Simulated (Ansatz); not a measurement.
# Transmission past a defect: Mo wire along [100], 4 atoms a period, Ti in place of one Mo, part 2 of 3

What does the defect do to the conductance?

Ansatz 0.2.0; DFT PBE, plane waves, PAW; relaxation of a wire's period (the session's first sound run).

So far. Step 2 (The relaxed wire): The cell's length comes to 3.059 Å with spin left out.

## 3. The wire at its relaxed period

This step: DFT PBE, plane waves, PAW; channels and complex bands of a perfect wire (Ansatz 0.2.0).

At the relaxed period the Bloch states of the perfect wire are found at each energy: those that move forward count the open channels, and those that decay describe how a disturbance dies away inside the wire itself. An energy step of 0.035 eV is under the 0.039 eV that the program asks for its thermal average at 300 K.

input.yaml

```yaml
crystal:
  lattice:
    - [9.96, 0.0, 0.0]
    - [0.0, 9.96, 0.0]
    - [0.0, 0.0, 3.0593237114]
  atoms:
    - { symbol: Mo, position: [0.358203969, 0.5, 0.0] }
    - { symbol: Mo, position: [0.641796031, 0.5, 0.0] }
    - { symbol: Mo, position: [0.5, 0.358203969, 0.5] }
    - { symbol: Mo, position: [0.5, 0.641796031, 0.5] }
kpoints:
  mp_grid: { grid: [1, 1, 27] }
scf:
  occupations: { method: fermi_dirac, width: 0.05 }
hamiltonian:
  xc: pbe
output:
  transmission:
    e_range: [-1.26, 1.26]
    de: 0.035
    kmesh: [1, 1]
    reduced_basis: true
    leads: [[0, 0]]
basis:
  ecutwfc: "350 eV"
```

Launch:

```sh
$ ansatz run input.yaml --threads 4 --pin off --max-ram 16384MiB --backend cpu --events-out ev --progress --plain --runs-dir out
```

Numbers of over 12 decimals in the logs are rounded to 6 here.

What it wrote:

```text
Warning: basis.ecutwfc = 350 eV is below the records' recommended 420 eV, and the density's cutoff is lower with it unless basis.ecutrho_ratio is high enough to keep the records' density cutoff: compare with a run at a higher cutoff
[...]
Crystal: 4 atoms, lattice volume = 303.490 Å³
Basis set: ecut = 350 eV, 4501 PW (Γ)
Bands: 34, of which v1, the nominal top of the filled ones, is band 28 counted from 1 (27 counted from 0)
Symmetry: 16 space group operations
[...]
k-points: 14 of 27
[...]
SCF iter   1: F=—  HF=-19815.403759 eV  |F-HF|=—  |Δ(HF+E_count)|=         —  Δρ=6.60e-3  dr2=7.62e-2  ethr=1.77e-3  ⟨swp⟩=8.6  Hψ=2275  notcnv=0
[...]
SCF iter   8: F=-19815.405648 eV  HF=-19815.405648 eV  |F-HF|=1.24e-8  |Δ(HF+E_count)|=   2.73e-7  Δρ=2.06e-6  dr2=1.76e-8  ethr=1.79e-10  ⟨swp⟩=4.9  Hψ=1457  notcnv=0
SCF 1 converged in 8 iterations: F = -19815.405648 eV  dr2 = 1.76e-8
[...]
transmission: 4 of 24 steps passed
transmission: 8 of 24 steps passed
[...]
transmission: 24 of 24 steps passed
SCF converged after 8 iterations
Free energy (F): -19815.405648 eV
[...]
Internal energy: -19815.379168 eV  (E = F + TS)
E sigma→0 (E₀):  -19815.392408 eV
Entropy (-TS):   -0.026481 eV (-6.620 meV/atom)
Fermi energy:    1.860546 eV
[...]
--- Band table (eV; the first three rows and the last of 14) ---
  k-point 0: bands = [... 24 lower, 0.5337, 0.5337, 0.9573, 0.9573, 1.4288, 2.0304, 2.0304, 2.0829, ... 2 higher]
  k-point 1: bands = [... 24 lower, 0.3860, 0.5162, 1.1120, 1.1120, 1.4744, 2.0279, 2.0279, 2.1046, ... 2 higher]
  k-point 2: bands = [... 24 lower, 0.1400, 0.5365, 1.3696, 1.3696, 1.6020, 2.0229, 2.0229, 2.1692, ... 2 higher]
  k-point 13: bands = [... 24 lower, 0.9480, 0.9579, 2.0745, 2.0745, 2.1039, 2.1642, 3.1179, 3.2027, ... 2 higher]
--- Transmission ---
  basis      : 725 plane waves across, 4 finite elements along
  points     : 1, standing for a mesh of 1 x 1
  filling    : by the input's occupations and mesh, since the crystals that have channels conduct as metals do. If one of these is a semiconductor, that mesh has misplaced its level
  energies   : 73 from -1.260000 to 1.260000 eV about the Fermi level, 0.035000 eV apart; the leads are filled to 0.000000 eV, and channels, transmission and decay are at 0.000000 eV
  crystal 0  : Mo4, at the sites [0, 0], period 3.0593 Å: whole cells are its period
    offset         : up to 0.0000 Å between an atom of the period and one for which it stands
    filled         : 17.6 meV under the level at which it is neutral
    channels       : 3.000000e0 a spin
    conductance    : 2.3473e14 S/m² at 300 K; may be off by some 0.0 % by where its bands' edges are placed, 0.2 % from the distance to neutral
```

Run time: 62 s. Hardware: 4 threads of Arm Neoverse V1, shared host; peak memory 1.1 GiB.

This step gave:

- energy at zero smearing: -19815.3924 eV
- channels at the energy nearest the Fermi level, one spin: 3
- conductance of the lead as this run defines it: 3.005 G₀
- band gap: 0 eV

Table of open channels of the lead, one spin by energy, zero at the Fermi level:

| energy (eV) | open channels of the lead, one spin |
| --- | --- |
| -1.2600 | 4 |
| -1.0150 | 2 |
| -0.7350 | 6 |
| -0.4900 | 6 |
| -0.2450 | 3 |
| 0.0000 | 3 |
| 0.2450 | 6 |
| 0.4900 | 8 |
| 0.7350 | 6 |
| 1.0150 | 7 |
| 1.2600 | 9 |

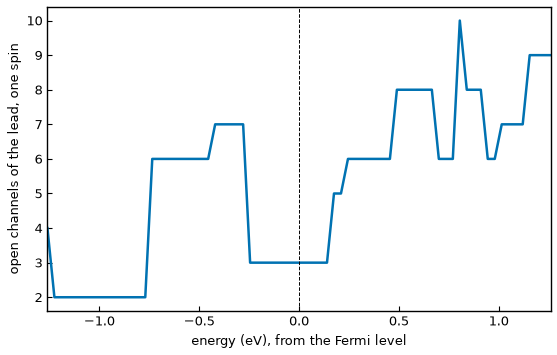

Open channels of the lead, one spin, plotted against energy.

The slowest values at each energy, most degenerate partners merged, listed up to 1.5 1/Å. The Im kz of the slowest decaying states by energy, zero at the Fermi level:

| energy (eV) | decay 1 (Å⁻¹) | decay 2 (Å⁻¹) | decay 3 (Å⁻¹) | decay 4 (Å⁻¹) |
| --- | --- | --- | --- | --- |
| -1.190 | 0.0509 | 0.136 | 0.165 | 0.257 |
| -1.015 | 0.0475 | 0.134 | 0.215 | 0.236 |
| -0.805 | 0.0599 | 0.0720 | 0.199 | 0.249 |
| -0.595 | 0.129 | 0.138 | 0.259 | 0.348 |
| -0.385 | 0.157 | 0.255 | 0.346 | 0.346 |
| -0.210 | 0.0471 | 0.169 | 0.242 | 0.309 |
| 0.000 | 0.0896 | 0.167 | 0.215 | 0.241 |
| 0.210 | 0.0567 | 0.0943 | 0.130 | 0.170 |
| 0.385 | 0.102 | 0.105 | 0.230 | 0.237 |
| 0.595 | 0.151 | 0.188 | 0.238 | 0.275 |
| 0.805 | 0.0627 | 0.171 | 0.181 | 0.297 |
| 1.015 | 0.0590 | 0.141 | 0.144 | 0.202 |
| 1.190 | 0.187 | 0.214 | 0.224 | 0.324 |

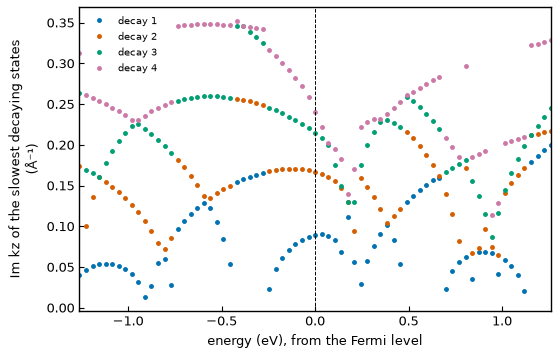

Im kz of the slowest decaying states against energy.

By hand: the program gives 2.3473 × 10^14 S/m² over the cell's cross-section of 99.20 Å² = 9.920 × 10^-19 m², so one cell conducts 2.329 × 10^-4 S. Divided by G0 = 2e²/h = 7.748 × 10^-5 S this is 3.01 G0, a resistance of 4.29 kΩ.

At the computed energy nearest the Fermi level there are 3 channels a spin, and the thermal average gives 3.01 G₀.

## 4. Relaxation of the scattering region

This step: DFT PBE, plane waves, PAW; relaxation of a junction in a wire, ends held (Ansatz 0.2.0).

System of this step: Mo wire along [100], 4 atoms a period, Ti in place of one Mo. The cell holds 36 atoms: 35 Mo and 1 Ti. Its edges and angles: a = 9.960 Å, b = 9.960 Å, c = 27.534 Å, α = 90.0°, β = 90.0°, γ = 90.0°. Regions: held atoms, 24 atoms (24 Mo); free atoms, 12 atoms (11 Mo and 1 Ti). Vacuum lies along a and b. The structure's axis is c.

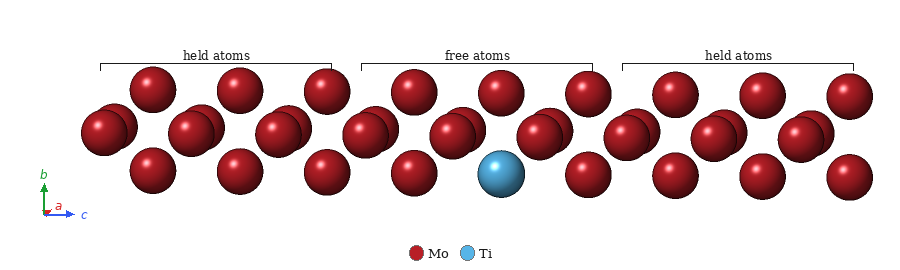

The cell of this step (molybdenum red, titanium blue).

12 atoms at the defect are free to relax, while 24 stay where the perfect wire has them, so that the ends still repeat as a lead. The cutoff is set under the files' recommended one to save time.

input.yaml

```yaml
crystal:
  lattice:
    - [9.96, 0.0, 0.0]
    - [0.0, 9.96, 0.0]
    - [0.0, 0.0, 27.5339134027]
  atoms:
    - { symbol: Mo, position: [0.358203969, 0.5, 0.0] }
    - { symbol: Mo, position: [0.641796031, 0.5, 0.0] }
    - { symbol: Mo, position: [0.5, 0.358203969, 0.055555556] }
    - { symbol: Mo, position: [0.5, 0.641796031, 0.055555556] }
    - { symbol: Mo, position: [0.358203969, 0.5, 0.111111111] }
    - { symbol: Mo, position: [0.641796031, 0.5, 0.111111111] }
    - { symbol: Mo, position: [0.5, 0.358203969, 0.166666667] }
    - { symbol: Mo, position: [0.5, 0.641796031, 0.166666667] }
    - { symbol: Mo, position: [0.358203969, 0.5, 0.222222222] }
    - { symbol: Mo, position: [0.641796031, 0.5, 0.222222222] }
    - { symbol: Mo, position: [0.5, 0.358203969, 0.277777778] }
    - { symbol: Mo, position: [0.5, 0.641796031, 0.277777778] }
    - { symbol: Mo, position: [0.358203969, 0.5, 0.333333333] }
    - { symbol: Mo, position: [0.641796031, 0.5, 0.333333333] }
    - { symbol: Mo, position: [0.5, 0.358203969, 0.388888889] }
    - { symbol: Mo, position: [0.5, 0.641796031, 0.388888889] }
    - { symbol: Mo, position: [0.358203969, 0.5, 0.444444444] }
    - { symbol: Mo, position: [0.641796031, 0.5, 0.444444444] }
    - { symbol: Ti, position: [0.5, 0.358203969, 0.5], spin: 2.0 }
    - { symbol: Mo, position: [0.5, 0.641796031, 0.5] }
    - { symbol: Mo, position: [0.358203969, 0.5, 0.555555556] }
    - { symbol: Mo, position: [0.641796031, 0.5, 0.555555556] }
    - { symbol: Mo, position: [0.5, 0.358203969, 0.611111111] }
    - { symbol: Mo, position: [0.5, 0.641796031, 0.611111111] }
    - { symbol: Mo, position: [0.358203969, 0.5, 0.666666667] }
    - { symbol: Mo, position: [0.641796031, 0.5, 0.666666667] }
    - { symbol: Mo, position: [0.5, 0.358203969, 0.722222222] }
    - { symbol: Mo, position: [0.5, 0.641796031, 0.722222222] }
    - { symbol: Mo, position: [0.358203969, 0.5, 0.777777778] }
    - { symbol: Mo, position: [0.641796031, 0.5, 0.777777778] }
    - { symbol: Mo, position: [0.5, 0.358203969, 0.833333333] }
    - { symbol: Mo, position: [0.5, 0.641796031, 0.833333333] }
    - { symbol: Mo, position: [0.358203969, 0.5, 0.888888889] }
    - { symbol: Mo, position: [0.641796031, 0.5, 0.888888889] }
    - { symbol: Mo, position: [0.5, 0.358203969, 0.944444444] }
    - { symbol: Mo, position: [0.5, 0.641796031, 0.944444444] }
magnetization:
  spin_polarized: true
kpoints:
  mp_grid: { grid: [1, 1, 1] }
scf:
  occupations: { method: fermi_dirac, width: 0.1 }
hamiltonian:
  xc: pbe
relax:
  constraints:
    - { sites: [0, 1, 2, 3, 4, 5, 6, 7, 8, 9, 10, 11, 24, 25, 26, 27, 28, 29, 30, 31, 32, 33, 34, 35] }
  f_tol: 0.06
  max_steps: 35
basis:
  ecutwfc: "350 eV"
```

What it wrote:

```text
[...]
Warning: crystal.symmetry: narrowed to the stabiliser of the relax constraints — unitary ops 4 → 2; lowered at sites 12, 13, 24, 25 (the operations that carried what is held of a site onto what its image site leaves free; the constrained walk keeps no symmetry that its constraints do not admit)
[...]
Crystal: 36 atoms, lattice volume = 2731.408 Å³
Basis set: ecut = 350 eV, 40561 PW (Γ), exchange–correlation on 128×128×360 points (8 copies of the dense FFT grid, shifted against one another)
Bands: 303, of which v1, the nominal top of the filled ones, is band 251 counted from 1 (250 counted from 0)
Symmetry: 2 space group operations
k-points: 1
[...]
Starting moments: Σ|m| = 2 μB on 1 of 36 sites
[...]
SCF iter   1: F=—  HF=-175929.854436 eV  |F-HF|=—  |Δ(HF+E_count)|=         —  Δρ=2.45e-2 (↑2.37e-2 ↓2.45e-2)  dr2=1.97e2  dr2_m=5.16e-1  M=0.528 μB ∫|m|=1.835 μB  β_m=0.30  ethr=3.10e-3  ⟨swp⟩=8.0  Hψ=2599  notcnv=0
[...]
spin=Collinear: LDOS preconditioning applied to the charge; magnetization (m = ρ↑ − ρ↓) channel mixes plain (no charge-response kernel on spin).
SCF iter   2: F=—  HF=-175890.645391 eV  |F-HF|=—  |Δ(HF+E_count)|=    3.92e1  Δρ=1.41e-2 (↑1.32e-2 ↓1.41e-2)  dr2=4.06e1  dr2_m=4.06e-1  M=0.478 μB ∫|m|=1.607 μB  β_m=0.41  ethr=3.10e-3  ⟨swp⟩=3.0  Hψ=1462  notcnv=0
[...]
SCF iter  17: F=-175883.849586 eV  HF=-175883.849586 eV  |F-HF|=3.19e-7  |Δ(HF+E_count)|=   3.79e-6  Δρ=4.47e-6 (↑3.47e-6 ↓4.47e-6)  dr2=9.32e-7  dr2_m=3.13e-7  M=0.006 μB ∫|m|=0.033 μB  ethr=1.53e-10  ⟨swp⟩=3.0  Hψ=1190  notcnv=0
WARN: the starting moments were not kept: the SCF closed with an absolute magnetisation of 3.3e-2 μB, where they sum to 2 μB in size (1 site). That is at most 0.1 of that sum. Measured as dr2_m measures the in/out step, that magnetisation stands 9.2e-6 eV from none, at or under the dr2_threshold of 9.0e-5 eV: it is no larger than a step whose dr2_m would equal this threshold. The system may hold no moment; this SCF s [...]
SCF 1 converged in 17 iterations: F = -175883.849586 eV  dr2 = 9.32e-7
[...]
relax step   1: F+E_penalty+E_count = -175883.84958603 eV  Δ(F+E_penalty+E_count) = +0.000e0 eV  max|allowed force component| = 7.428e-1 eV/Å  Δτ_max = 0.0000 Å  (17 SCF iters, dr2 threshold 9.00e-5 eV, accepted)
[...]
Starting moments: Σ|m| = 2 μB on 1 of 36 sites; this step starts from the density that it was given
[...]
SCF iter   8: F=-175883.770314 eV  HF=-175883.770316 eV  |F-HF|=2.82e-6  |Δ(HF+E_count)|=   3.49e-6  Δρ=5.00e-6 (↑4.15e-6 ↓5.00e-6)  dr2=4.68e-6  dr2_m=1.27e-7  M=0.005 μB ∫|m|=0.020 μB  ethr=4.96e-9  ⟨swp⟩=2.0  Hψ=1730  notcnv=0
the starting moments were not kept: the SCF closed with an absolute magnetisation of 1.9e-2 μB, where they sum to 2 μB in size (1 site). That is at most 0.1 of that sum. Measured as dr2_m measures the in/out step, that magnetisation stands 3.6e-6 eV from none, at or under the dr2_threshold of 3.4e-5 eV: it is no larger than a step whose dr2_m would equal this threshold.
SCF 2 converged in 8 iterations: F = -175883.770314 eV  dr2 = 4.68e-6
relax step   2: F+E_penalty+E_count = -175883.77031358 eV  Δ(F+E_penalty+E_count) = +7.927e-2 eV  max|allowed force component| = 6.175e-1 eV/Å  Δτ_max = 0.1229 Å  (8 SCF iters, dr2 threshold 3.45e-5 eV, rejected (line search))
SCF iter   1: F=—  HF=-175883.899088 eV  |F-HF|=—  |Δ(HF+E_count)|=         —  Δρ=1.86e-3 (↑1.85e-3 ↓1.86e-3)  dr2=3.39e-1  dr2_m=3.32e-2  M=-0.002 μB ∫|m|=0.046 μB  β_m=0.30  ethr=6.68e-4  ⟨swp⟩=4.0  Hψ=1138  notcnv=0
[...]
SCF iter  15: F=-175883.891683 eV  HF=-175883.891683 eV  |F-HF|=2.62e-10  |Δ(HF+E_count)|=   7.77e-9  Δρ=1.39e-7 (↑1.36e-7 ↓1.39e-7)  dr2=7.30e-10  dr2_m=4.20e-10  M=0.000 μB ∫|m|=0.002 μB  ethr=1.29e-12  ⟨swp⟩=1.0  Hψ=2500  notcnv=0
[...]
SCF 3 converged in 15 iterations: F = -175883.891683 eV  dr2 = 7.30e-10
relax step   3: F+E_penalty+E_count = -175883.89168323 eV  Δ(F+E_penalty+E_count) = -4.210e-2 eV  max|allowed force component| = 1.704e-1 eV/Å  Δτ_max = 0.0612 Å  (15 SCF iters, accepted)
[...]
relax step   4: F+E_penalty+E_count = -175883.89525314 eV  Δ(F+E_penalty+E_count) = -3.570e-3 eV  max|allowed force component| = 1.877e-1 eV/Å  Δτ_max = 0.0374 Å  (14 SCF iters, accepted)
[...]
relax step   5: F+E_penalty+E_count = -175883.89805426 eV  Δ(F+E_penalty+E_count) = -2.801e-3 eV  max|allowed force component| = 1.652e-1 eV/Å  Δτ_max = 0.0293 Å  (12 SCF iters, accepted)
[...]
relax step   6: F+E_penalty+E_count = -175883.90157315 eV  Δ(F+E_penalty+E_count) = -3.519e-3 eV  max|allowed force component| = 5.479e-2 eV/Å  Δτ_max = 0.0109 Å  (5 SCF iters, dr2 threshold 2.11e-5 eV, accepted)
[...]
SCF iter   5: F=-175883.901575 eV  HF=-175883.901575 eV  |F-HF|=2.27e-9  |Δ(HF+E_count)|=   3.84e-9  Δρ=1.85e-7 (↑1.60e-7 ↓1.85e-7)  dr2=4.42e-9  dr2_m=2.91e-10  M=0.000 μB ∫|m|=0.001 μB  ethr=5.76e-12  ⟨swp⟩=1.5  Hψ=1547  notcnv=0
[...]
SCF 7 converged in 5 iterations: F = -175883.901575 eV  dr2 = 4.42e-9
relax step   7: F+E_penalty+E_count = -175883.90157505 eV  Δ(F+E_penalty+E_count) = -1.903e-6 eV  max|allowed force component| = 5.493e-2 eV/Å  Δτ_max = 0.0000 Å  (5 SCF iters, accepted)
SCF converged after 5 iterations
Magnetization: 0.0001 μB (251.0001 up, 250.9999 down)
Absolute magnetization: 0.0006 μB (∫|ρ↑−ρ↓|, with the PAW one-centre terms)
[...]
Per-site moments (μB) at R_I (Å): [(3.968248255293415e-7, 1.037746), (3.968248255253726e-7, 1.037746), (1.660076496321027e-6, 1.037746), (-3.1398002294378414e-6, 1.037746), (8.138894923989078e-8, 1.037746), (8.138894923245488e-8, 1.037746), (3.8400300112058495e-6, 1.037746), (-5.967635514422033e-6, 1.037746), (5.052822431981967e-7, 1.037746), (5.052822431946524e-7, 1.037746), (6.7486997614699175e-6, 1.037337), (-1.66 [...]
Free energy (F): -175883.901575 eV
[...]
Internal energy: -175882.252460 eV  (E = F + TS)
E sigma→0 (E₀):  -175883.077018 eV
Entropy (-TS):   -1.649115 eV (-45.809 meV/atom)
Fermi energy:    1.771527 eV
[...]
--- Forces (eV/Å), atoms counted from 1 ---
  atom   1  Mo    -0.08855353     0.01022676    -0.00233521
  atom   2  Mo     0.08855353     0.01022676    -0.00233521
  atom   3  Mo     0.00000000    -0.08711449     0.01817258
  atom   4  Mo     0.00000000     0.09053209    -0.00333250
  atom   5  Mo    -0.10497508     0.00773814    -0.02997415
  atom   6  Mo     0.10497508     0.00773814    -0.02997415
  atom   7  Mo     0.00000000    -0.07690027     0.05030780
  atom   8  Mo     0.00000000     0.04475518     0.05394031
  atom   9  Mo    -0.12671269     0.00076598    -0.07185970
  atom  10  Mo     0.12671269     0.00076598    -0.07185970
  atom  11  Mo     0.00000000    -0.05621901     0.14407075
  atom  12  Mo     0.00000000     0.05837319     0.11816057
  atom  13  Mo    -0.00865148    -0.01084194     0.01017495
  atom  14  Mo     0.00865148    -0.01084194     0.01017495
  atom  15  Mo     0.00000000    -0.00714229    -0.05493250
  atom  16  Mo     0.00000000     0.05414195     0.04973557
  atom  17  Mo     0.02280949    -0.01873639    -0.00023419
  atom  18  Mo    -0.02280949    -0.01873639    -0.00023419
  atom  19  Ti     0.00000000     0.02814217     0.00613527
  atom  20  Mo     0.00000000    -0.00996962    -0.01468792
  atom  21  Mo    -0.00216484    -0.01324961    -0.00824949
  atom  22  Mo     0.00216484    -0.01324961    -0.00824949
  atom  23  Mo     0.00000000     0.00162957     0.04873199
  atom  24  Mo     0.00000000     0.02416423    -0.00710554
  atom  25  Mo     0.04206704     0.02927006     0.03781062
  atom  26  Mo    -0.04206704     0.02927006     0.03781062
  atom  27  Mo     0.00000000    -0.08513919    -0.14163208
  atom  28  Mo     0.00000000    -0.02826800    -0.13735364
  atom  29  Mo    -0.11510196     0.02241840     0.02580589
  atom  30  Mo     0.11510196     0.02241840     0.02580589
  atom  31  Mo     0.00000000    -0.07298141    -0.04022911
  atom  32  Mo     0.00000000     0.05428207    -0.05152127
  atom  33  Mo    -0.10252871     0.00447961     0.02198069
  atom  34  Mo     0.10252871     0.00447961     0.02198069
  atom  35  Mo     0.00000000    -0.08626257    -0.01262278
  atom  36  Mo     0.00000000     0.08975972     0.00788768
  max |Σ_I F_I| component: 7.46e-5 eV/Å
--- Relaxed structure (7 steps of the walk, 6 accepted, 0 SCFs on fresh bases) ---
  F+E_penalty+E_count = -175883.90157505 eV   max|allowed force component| = 5.493e-2 eV/Å
  atoms:
    - { symbol: Mo, position: [0.358203969, 0.500000, 0.0] }
    - { symbol: Mo, position: [0.641796031, 0.500000, 0.0] }
    - { symbol: Mo, position: [0.500000, 0.358203969, 0.055556] }
    - { symbol: Mo, position: [0.500000, 0.641796031, 0.055556] }
    - { symbol: Mo, position: [0.358203969, 0.500000, 0.111111] }
    - { symbol: Mo, position: [0.641796031, 0.500000, 0.111111] }
    - { symbol: Mo, position: [0.500000, 0.358203969, 0.166666667] }
    - { symbol: Mo, position: [0.500000, 0.641796031, 0.166666667] }
    - { symbol: Mo, position: [0.358203969, 0.500000, 0.222222] }
    - { symbol: Mo, position: [0.641796031, 0.500000, 0.222222] }
    - { symbol: Mo, position: [0.500000, 0.358203969, 0.277777778] }
    - { symbol: Mo, position: [0.500000, 0.641796031, 0.277777778] }
    - { symbol: Mo, position: [0.358310, 0.500886, 0.333012] }
    - { symbol: Mo, position: [0.641690, 0.500886, 0.333012] }
    - { symbol: Mo, position: [0.500000, 0.356078, 0.388666] }
    - { symbol: Mo, position: [0.500000, 0.638205, 0.390903] }
    - { symbol: Mo, position: [0.356900, 0.496258, 0.444291] }
    - { symbol: Mo, position: [0.643100, 0.496258, 0.444291] }
    - { symbol: Ti, position: [0.500000, 0.348773, 0.499940] }
    - { symbol: Mo, position: [0.500000, 0.637367, 0.500021] }
    - { symbol: Mo, position: [0.357054, 0.495973, 0.555465] }
    - { symbol: Mo, position: [0.642946, 0.495973, 0.555465] }
    - { symbol: Mo, position: [0.500000, 0.355494, 0.611567] }
    - { symbol: Mo, position: [0.500000, 0.637852, 0.608784] }
    - { symbol: Mo, position: [0.358203969, 0.500000, 0.666667] }
    - { symbol: Mo, position: [0.641796031, 0.500000, 0.666667] }
    - { symbol: Mo, position: [0.500000, 0.358203969, 0.722222] }
    - { symbol: Mo, position: [0.500000, 0.641796031, 0.722222] }
    - { symbol: Mo, position: [0.358203969, 0.500000, 0.777777778] }
    - { symbol: Mo, position: [0.641796031, 0.500000, 0.777777778] }
    - { symbol: Mo, position: [0.500000, 0.358203969, 0.833333333] }
    - { symbol: Mo, position: [0.500000, 0.641796031, 0.833333333] }
    - { symbol: Mo, position: [0.358203969, 0.500000, 0.888888889] }
    - { symbol: Mo, position: [0.641796031, 0.500000, 0.888888889] }
    - { symbol: Mo, position: [0.500000, 0.358203969, 0.944444] }
    - { symbol: Mo, position: [0.500000, 0.641796031, 0.944444] }
```

Run time: 5.6 min. Hardware: 4 threads; peak memory 3.4 GiB.

[end of part 2 of 3]

[Logs are printed without paths, hosts, clocks, repeated set-up lines and the standing remarks that a program may print on its own settings, such as how far it seeks lower states.]

[Hosts, paths, dates, database ids (printed as entryN), source tags and the programs' standing remarks are cut or masked in the printed files.]
